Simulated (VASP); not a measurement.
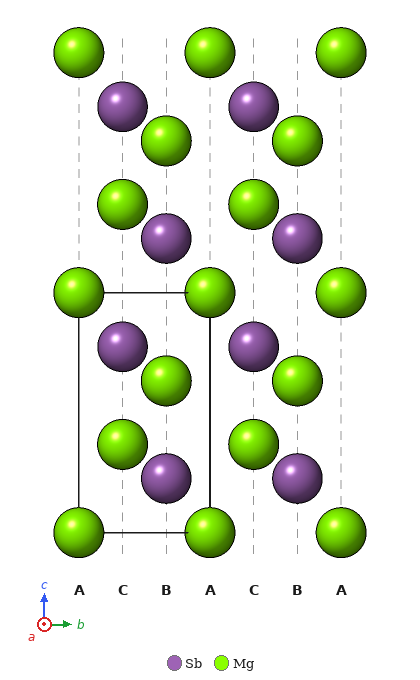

Projection along an edge of the hexagonal mesh, stacking direction c upwards. The dashed lines mark the three columns A (0, 0), B (1/3, 2/3) and C (2/3, 1/3). The sequence starts with the first layer at or above the cell's origin.

The compound is Mg3Sb2 (space group P-3m1, No. 164), taken as the geometry relaxed with VASP Kohn-Sham DFT of a periodic cell, PBE, VASP PAW PBE potentials, recommended (VASP).

Question: Give the sequence of layers in one repeat, with element and column.

Answer: Mg(A) – Sb(B) – Mg(C) – Mg(B) – Sb(C) (five layers in 7.28 Å).

Question: How are the Sb layers alone stacked?

Answer: Sb layers alone: BC, the hexagonal close-packed type.

Question: Which positions between or in the Sb layers do the other atoms fill?

Answer: Mg: two tetrahedral sites and one octahedral site in each hexagonal cell.
